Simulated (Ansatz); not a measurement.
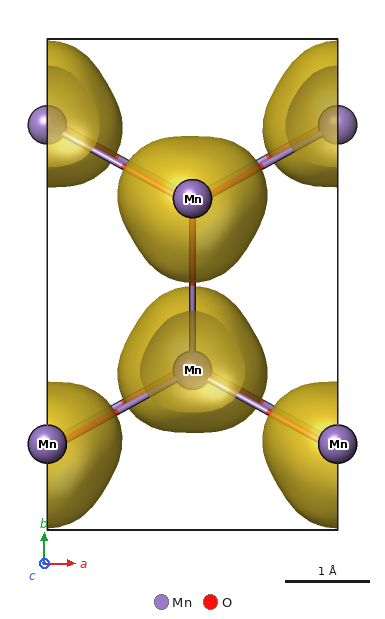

Figure 1: MnO. Bonding charge density, ρ(crystal) − Σ ρ(neutral atoms): yellow surfaces at +0.08, none at −0.08 e/Å³, in the conventional cell of the magnetic structure seen along the c axis (the regions close to the nuclei are left out). Cores are masked to 0.9 Å (Mn) and 0.6 Å (O).

Space group Cmc2_1; the calculation finds a residual pressure of about −8 GPa at this fixed cell; spin-polarised. Net moment 0.0 μB in the 8-atom cell of the calculation; other magnetic orders weren't tried. The cell comes from a database of computed structures, not from a measurement.

Computed with DFT r2SCAN, scalar-relativistic, plane waves, PAW (Ansatz).

In a PAW calculation such maps are meaningful between the atoms, not at the nuclei.

Input file:

```
crystal:
  lattice:
    - [3.4679459001, 0.0, 0.0]
    - [0.0, 5.8662909848, 0.0]
    - [0.0, 0.0, 5.47315968]
  atoms:
    - { symbol: Mn, position: [0.5, 0.32504907, 0.49765733], spin: -4.0 }
    - { symbol: Mn, position: [0.5, 0.67495093, 0.99765733], spin: -4.0 }
    - { symbol: Mn, position: [0.0, 0.82504717, 0.49764971], spin: 4.0 }
    - { symbol: Mn, position: [0.0, 0.17495283, 0.99764971], spin: 4.0 }
    - { symbol: O, position: [0.0, 0.83766518, 0.11591284] }
    - { symbol: O, position: [0.5, 0.3376601, 0.11591947] }
    - { symbol: O, position: [0.5, 0.6623399, 0.61591947] }
    - { symbol: O, position: [0.0, 0.16233482, 0.61591284] }
magnetization:
  spin_polarized: true
basis:
  ecutwfc: 500
  fft_grid_basis: typed
kpoints:
  mp_grid: { grid: [8, 4, 6] }
hamiltonian:
  xc: r2scan
  pseudopotentials: { kind: paw }
scf:
  occupations: { method: gaussian, width: 0.05 }
output:
  forces: true
  stress: true
  eigenvalues: true
  bader: true
  write_density: true
  volumetric_format: npy
  populations: true
  elf: true
```

Command:

```sh
ansatz run input.yaml --threads 2 --pin off --max-ram 4096MiB --backend cpu --events-out ev --progress --plain --runs-dir out
```

The picture shows the conventional cell of the magnetic structure (a = 3.47 Å, b = 5.87 Å, c = 5.47 Å, α = 90.00°, β = 90.00°, γ = 90.00°).

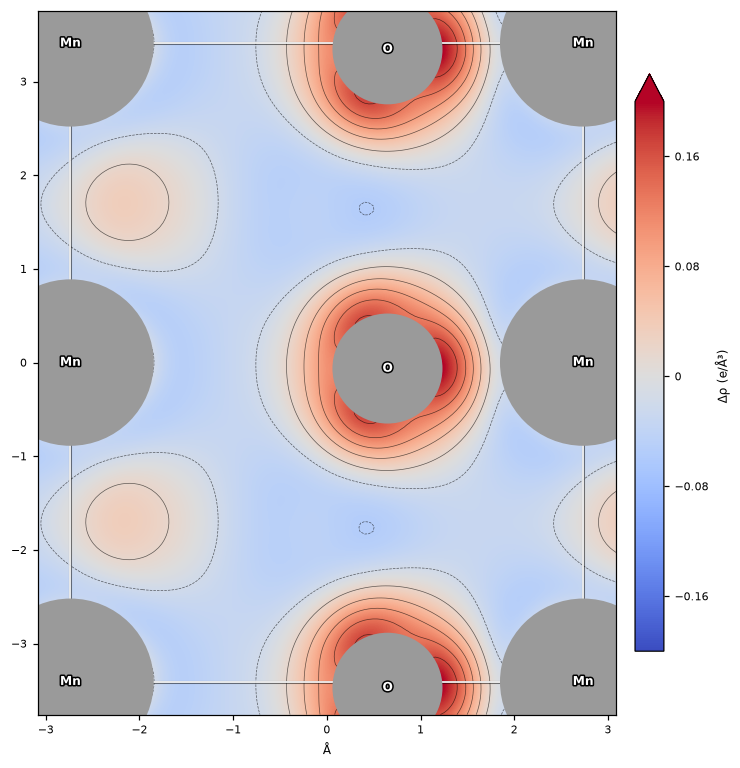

Also shown: a map on the (110) plane of the conventional cell of the magnetic structure, with grey discs over the atomic cores.

What does the deformation density say about the bonding?

Answer. Mn–O (2.08 Å): Δρ is +0.04 e/Å³ at the midpoint (close to a masked core, so read it with care).
- Mn–Mn (3.36 Å): Δρ is about zero at the midpoint.
- Over the whole cell, outside the masked cores, the largest gain lies at the edge of the masked core of O, and the largest loss, 0.06 e/Å³, lies 1.0 Å from a manganese nucleus and 1.6 Å from an oxygen one.
- The rearranged charge, half the integral of |Δρ|, is about 0.29 e an atom.
- Bader charges: Mn +1.42 and O −1.42 e.

Does the calculation give a gap?

Answer. It is gapped, with a Kohn–Sham gap of 0.67 eV on the k-point mesh.
